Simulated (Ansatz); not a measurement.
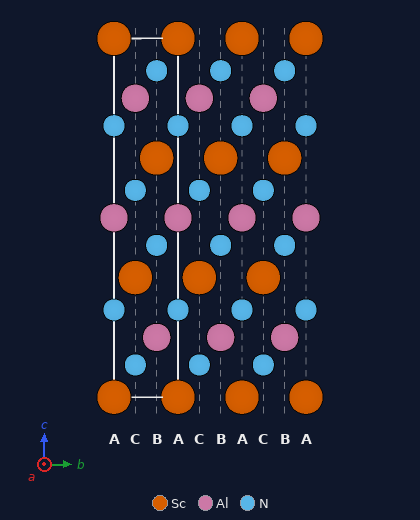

The picture looks along a close-packed row of the hexagonal mesh; c points upwards. The dashed lines mark the three columns A (0, 0), B (1/3, 2/3) and C (2/3, 1/3). The sequence starts with the first layer at or above the cell's origin.

System ScAlN₂; source of the atomic positions: the input geometry of an electronic-structure calculation (not necessarily at equilibrium); the starting structure was generated, so it need not be a known form of this composition.

**List the layers of one repeat.**

Sc(A) – N(C) – Al(B) – N(A) – Sc(C) – N(B) – Al(A) – N(C) – Sc(B) – N(A) – Al(C) – N(B) (twelve layers in 14.75 Å).

**How are the N layers alone stacked?**

N layers alone: CABCAB, the cubic close-packed type.

**Which positions between or in the N layers do the other atoms fill?**

Al: three octahedral sites; Sc: three octahedral sites in each hexagonal cell.

Heights of the layers:

```
layer  atoms (column)  height (Å)  to next (Å)
    1           Sc(A)        0.00         1.33
    2            N(C)        1.33         1.13
    3           Al(B)        2.46         1.13
    4            N(A)        3.59         1.33
    5           Sc(C)        4.92         1.33
    6            N(B)        6.24         1.13
    7           Al(A)        7.37         1.13
    8            N(C)        8.50         1.33
    9           Sc(B)        9.83         1.33
   10            N(A)       11.16         1.13
   11           Al(C)       12.29         1.13
   12            N(B)       13.42         1.33
```
